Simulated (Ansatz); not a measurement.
The structure in question:

```
CELL_PARAMETERS angstrom
4.83091 0.00000 0.00000
0.00000 4.83091 0.00000
0.00000 0.00000 4.83091
ATOMIC_POSITIONS crystal
Na 0.00000 0.00000 0.00000
H 0.00000 0.00000 0.50000
Na 0.00000 0.50000 0.50000
H 0.00000 0.50000 0.00000
Na 0.50000 0.00000 0.50000
H 0.50000 0.00000 0.00000
Na 0.50000 0.50000 0.00000
H 0.50000 0.50000 0.50000
```

**Before looking at a picture, describe the arrangement of atoms.**

Its composition is NaH. The symmetry is that of Fm-3m (No. 225), on a face-centred cubic lattice. In terms of structure types, this is rock salt (NaCl type). In the cell are 4 Na, 4 H, which makes 4 formula units. Around each Na lie six H in an octahedral arrangement at 2.42 Å. The neighbours of H are six Na in an octahedral arrangement at 2.42 Å. The bonds build a three-dimensional framework.

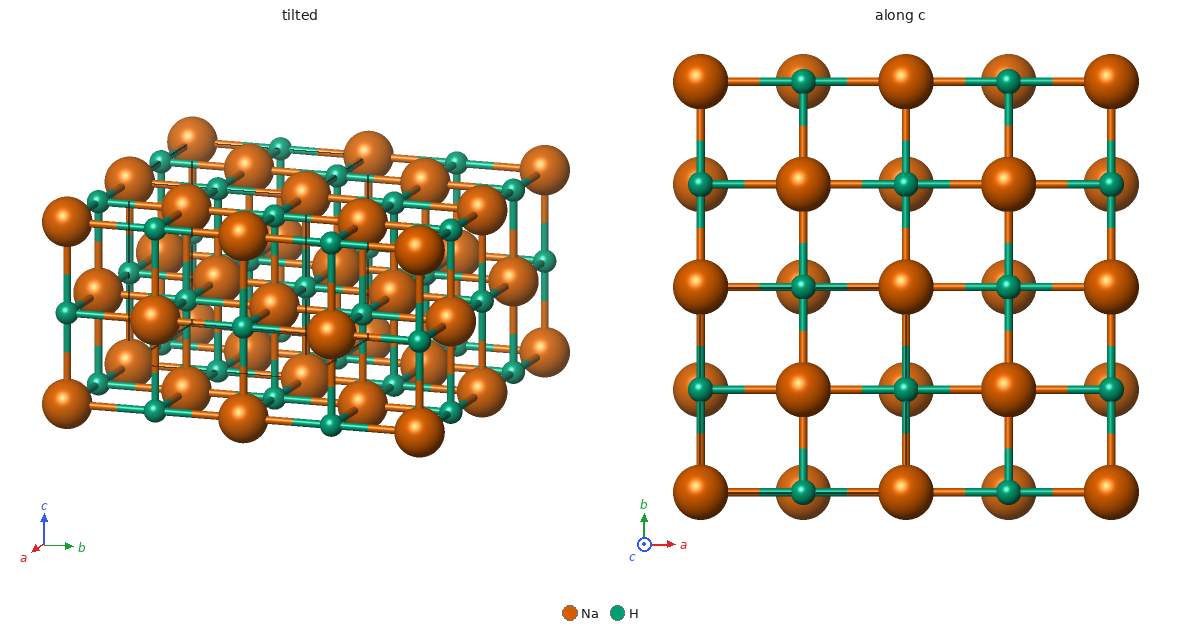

Ball-and-stick drawing of the structure, looking slightly off an axis and along the c axis. Solid lines give the conventional unit cell, repeated here 2×2×1 times.

Origin of the cell: a structure listed in the Materials Project, with elements exchanged, so it need not be a known form of the compound. Earlier steps of the study may have refined or changed the cell and positions. It went into a calculation with Ansatz.
